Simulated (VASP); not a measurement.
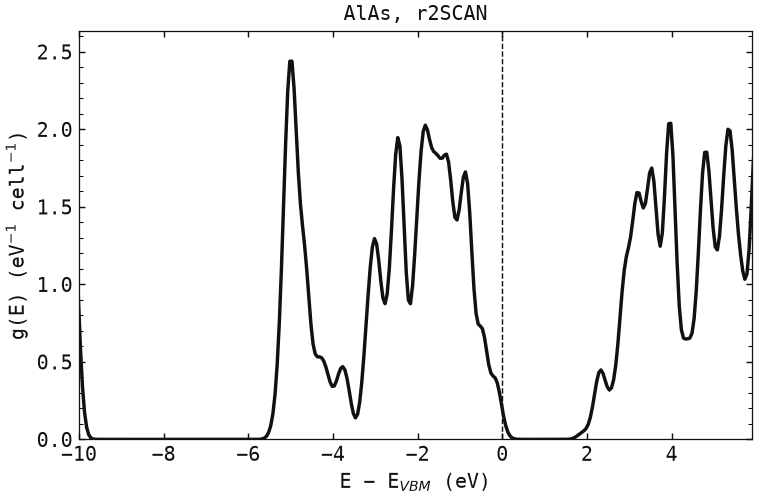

Write a caption that states what the plot shows.

Density of states of AlAs, space group F-43m, 2 atoms in the cell, zincblende type, hydrostatic strain +2.3%. VASP; DFT, r2SCAN, plane waves, PAW, 8×8×8 k mesh, 520 eV cutoff, Gaussian smearing of 0.01 eV. Energies are counted from the top of the valence band. The curve is built from the levels of the k mesh with Gaussians 0.3 eV wide, which also blur the band edges.

There is a gap; over the k points computed it is 1.90 eV (indirect; the smallest direct gap is 2.05 eV). The upper group of valence states starts about 5.4 eV under the valence-band top, with a gap beneath it; it holds about 6 electrons a cell. Within the window shown, the tallest peak of the filled states lies 5.0 eV under the valence-band top, at about 2.4 states per eV and cell.
